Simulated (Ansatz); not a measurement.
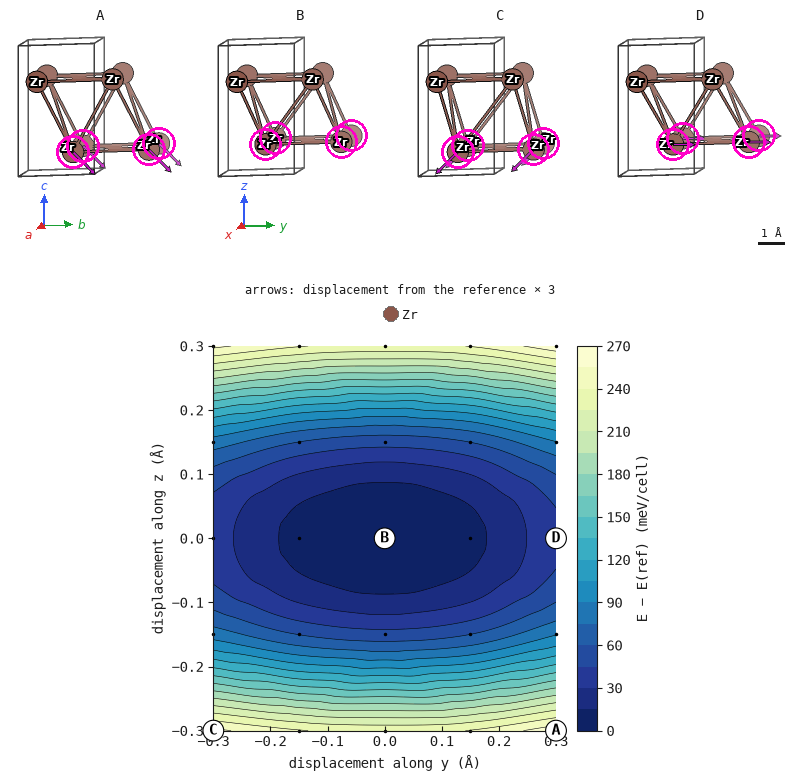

Solid Zr (P6_3/mmc): a Zr atom (one in each cell of 2 atoms) is moved over the plane of the Cartesian directions y and z, all else fixed. The map is interpolated between the computed points (dots). The lettered frames are marked on it. Style: ball-and-stick. Shown: the cell of the calculation, repeated 2 × 2 × 1 with one cell outlined, nearly along the normal of the scanned plane. The ringed atoms are those of the scanned coordinates. Purple arrows: displacements from the reference.

Theory: DFT PBE, scalar-relativistic, plane waves, PAW (Ansatz). (plane-wave cutoff 420 eV; k-point mesh 18 × 18 × 10; occupations gaussian; smearing width 0.15 eV; no spin polarisation). Energies (free energies at the smearing named) are counted from the cell as listed in its source, which wasn't relaxed.

Question: Describe the energy landscape.

Answer: In pairs of (displacement along y (Å); displacement along z (Å)): the lowest computed point lies at (0.00, 0.00) (0.0 meV/cell), the highest at (0.30, −0.30), (0.30, 0.30) (264.7 meV/cell).  Over the ranges scanned the energy rises more along the second axis, the displacement along z. The frames lie at A (0.30, −0.30): 264.7 meV/cell, B (0.00, 0.00): 0.0 meV/cell, C (−0.30, −0.30): 258.7 meV/cell, D (0.30, 0.00): 41.3 meV/cell.
